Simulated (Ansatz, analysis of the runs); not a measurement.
# Transmission past a defect: W wire along [111], 3 atoms a period, Ti in place of one W, part 4 of 4

What does the defect do to the conductance?

Ansatz 0.2.0; DFT PBE, plane waves, PAW; relaxation of a wire's period (the session's first sound run).

So far. Step 3 (The perfect wire): At the computed energy nearest the Fermi level there are 6 channels a spin. Step 4 (Relaxing the junction): The largest force component on a free atom ends at 0.034 eV/Å, under the limit of 0.07. Ti ends nearest to W at 2.57 Å, W at 2.58 Å, W at 2.63 Å, W at 2.63 Å, W at 2.94 Å and W at 2.95 Å.

## 5. The open system (continued)

Level of this step: DFT PBE, plane waves, PAW; transmission of a junction in a wire (Ansatz).

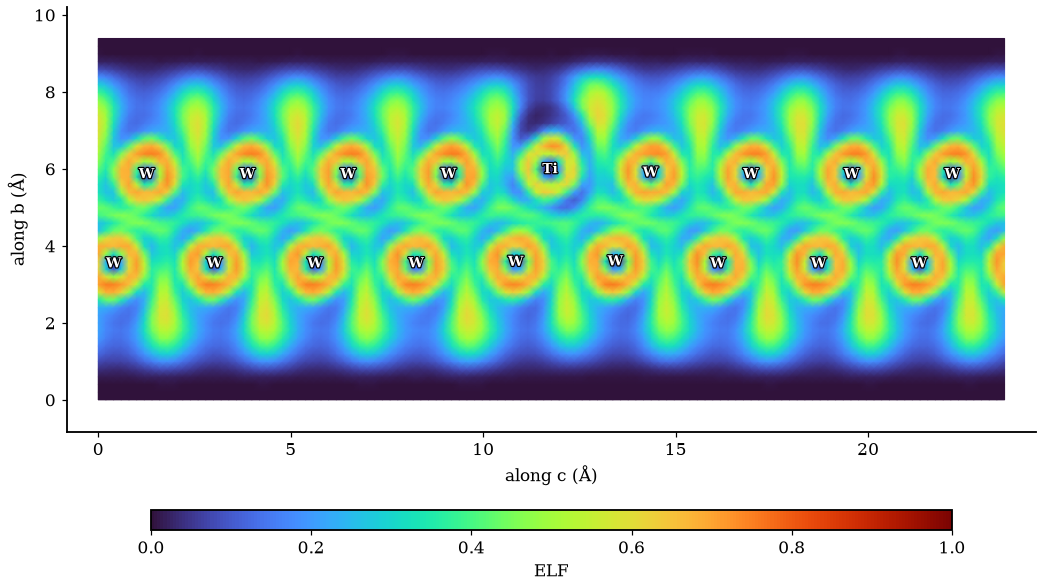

ELF in the cb plane at fractional x = 0.376, with atoms of W and Ti within 0.2 Å of it. It is the smooth field of the valence electrons, not physical close to the nuclei.

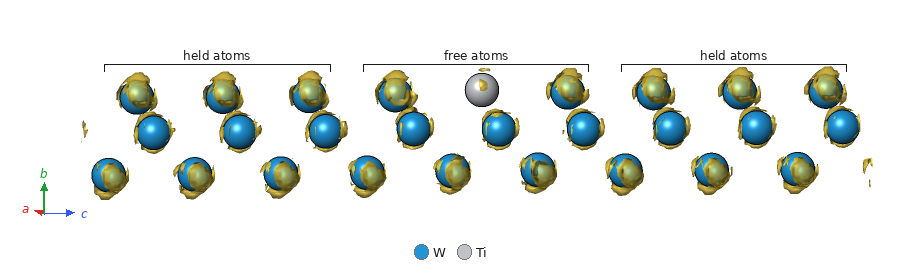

Surface of ELF = 0.7.

The transmission at the computed energy nearest the Fermi level is 5.15, with 6 channels a spin open in the lead. The lead's Hamiltonian steps by 9.4 meV, which the program lets pass, though it counts in the error estimate.

## 6. Conductance and thermopower from T(E)

This step: Landauer integrals over the computed T(E), interpolated linearly between its energies (analysis of the runs above).

Conductance and thermopower are moments of T(E) over the thermal window; sliding the window along E stands for a gate that leaves T(E) rigid.

This step gave:

```yaml
conductance_at_300_k_interpolated_from_t_e: 5.025 G₀
thermopower_at_300_k: 8.369 μV/K
lorenz_number_over_l0: 1.026
```

T(E) held rigid; rough near sharp steps of T(E). The conductance at 300 K by shift of the leads' level:

```
shift of the leads' level (eV)  conductance at 300 K (G₀)
                        -1.150                       3.04
                        -1.000                       3.36
                        -0.900                       3.99
                        -0.750                       4.14
                        -0.600                       4.56
                        -0.450                       4.32
                        -0.350                       3.55
                        -0.200                       4.37
                        -0.050                       5.34
                         0.050                       4.84
                         0.200                       5.60
                         0.350                       4.73
                         0.450                       4.30
                         0.600                       4.93
                         0.750                       4.93
                         0.900                       3.95
                         1.000                       4.56
                         1.150                       4.21
```

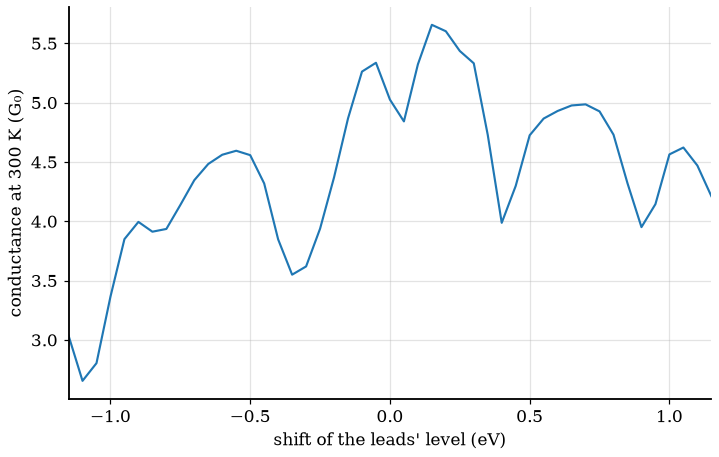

Conductance at 300 K, plotted against shift of the leads' level.

T(E) held rigid; rough near sharp steps of T(E). Thermopower at 300 K against shift of the leads' level:

```
shift of the leads' level (eV)  thermopower at 300 K (μV/K)
                        -1.150                         17.1
                        -1.000                        -23.0
                        -0.900                       -0.810
                        -0.750                        -7.44
                        -0.600                        -1.74
                        -0.450                         12.2
                        -0.350                         4.45
                        -0.200                        -15.5
                        -0.050                         3.00
                         0.050                        -4.85
                         0.200                         3.37
                         0.350                         22.9
                         0.450                        -14.5
                         0.600                        -1.71
                         0.750                         3.69
                         0.900                         3.75
                         1.000                        -7.62
                         1.150                         13.0
```

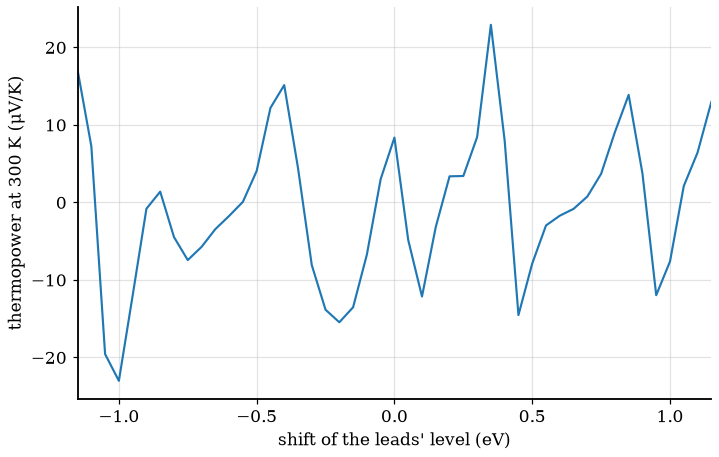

Thermopower at 300 K, plotted against shift of the leads' level.

The two levels move by half the bias each and T(E) is held rigid. Current from the zero-bias T(E) against bias:

| bias (V) | current from the zero-bias T(E) (μA) |
| --- | --- |
| 0.000 | 0 |
| 0.100 | 39.1 |
| 0.200 | 79.3 |
| 0.300 | 120 |
| 0.400 | 160 |
| 0.500 | 198 |
| 0.600 | 233 |
| 0.700 | 267 |
| 0.800 | 297 |
| 0.900 | 329 |
| 1.000 | 364 |
| 1.100 | 400 |
| 1.200 | 437 |
| 1.300 | 474 |
| 1.400 | 510 |
| 1.500 | 546 |
| 1.600 | 580 |
| 1.700 | 613 |
| 1.800 | 644 |
| 1.900 | 675 |
| 2.000 | 706 |

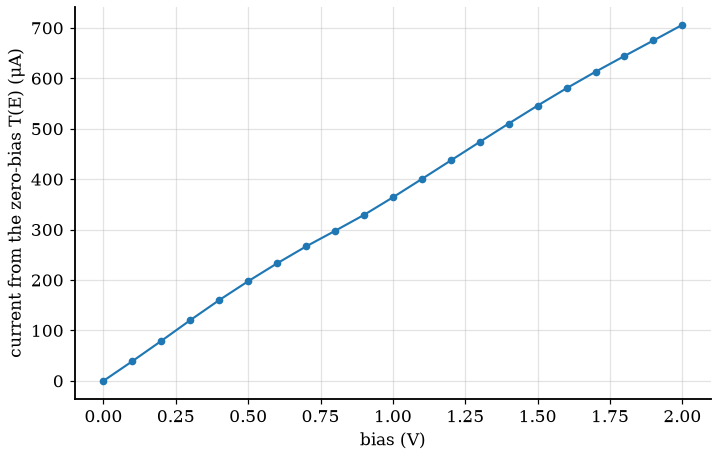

Current from the zero-bias T(E), plotted against bias.

By hand, Mott's formula: S = −(π²k²T/3e) d ln T/dE, and π²k²T/3e = 7.33 μV/K × eV at 300 K. The computed T is 5.61 at -0.050 eV and 3.93 at +0.050 eV, so d ln T/dE ≈ -3.55 per eV and S ≈ 26.1 μV/K, against 8.37 from the integrals. The two differ since ln T is not straight over the thermal window.

The thermopower is 8.37 μV/K. The Lorenz ratio is 1.03, where the Wiedemann-Franz law gives 1. Moving the level by up to 0.1 eV either way gives -12 to 8.4 μV/K.

## 7. Results

```yaml
conductance_ti_in_place_of_one_w: 5.02 G₀
thermopower_ti_in_place_of_one_w: 8.37 μV/K
```

What this shows: Summed over the computed window, 79 % of the lead's open channels pass the defect; the conductance at 300 K is 5.02 G₀. The energy step of 0.05 eV was too wide for the program's own thermal average, so the values at 300 K come from a linear interpolation of T(E) and are rough where T(E) is steep. Transport is coherent and elastic here: the atoms are frozen, so scattering by vibrations plays no part. Spin-orbit coupling is left out, which matters for the bands of heavy atoms. A junction with open d shells ran without spin, after the few moments seeded in its relaxation died away; moments on all d atoms were not tried. A cutoff under the files' recommended one was taken to save time; its effect on T(E) was not tested here.

[Logs are printed without paths, hosts, clocks, repeated set-up lines and the standing remarks that a program may print on its own settings, such as how far it seeks lower states.]

[Hosts, paths, dates, database ids (printed as entryN), source tags and the programs' standing remarks are cut or masked in the printed files.]
